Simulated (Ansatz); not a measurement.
```xyz
8
Lattice="4.1300 0.0000 0.0000 -2.0650 3.5767 0.0000 0.0000 0.0000 11.6000" Properties=species:S:1:pos:R:3 pbc="T T T"
Sb    0.0000    2.3845    1.4500
Sb    0.0000    2.3845    7.2500
Sb    2.0650    1.1922    4.3500
Sb    2.0650    1.1922   10.1500
Mn    0.0000    0.0000    0.0000
Mn    0.0000    0.0000    5.8000
Mn    0.0000    0.0000    2.9000
Mn    0.0000    0.0000    8.7000
```

Space group P6₃/mmc; computed pressure about −11 GPa in this cell; the SCF solution may not be the lowest one; with non-collinear spins.

All numbers below come from DFT, LDA, PAW, plane waves, scalar-relativistic (Ansatz).

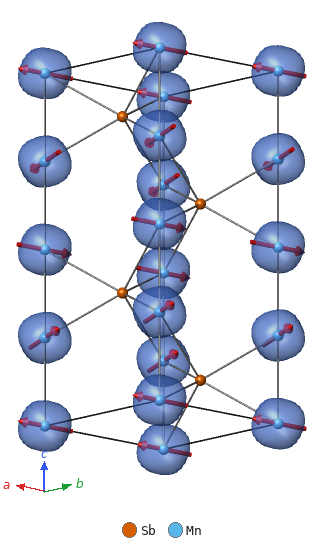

MnSb. Isosurface of the size of the magnetisation density at 0.3 e/Å³ (blue), with the spin moments of the magnetic sites as arrows; seen at an oblique angle.

Question: How are the spin moments arranged, and how large are they?

Answer: Spin moments: Mn 3.2 μB. They are not collinear: the angles between them are about 90° and 180°, and they cancel.
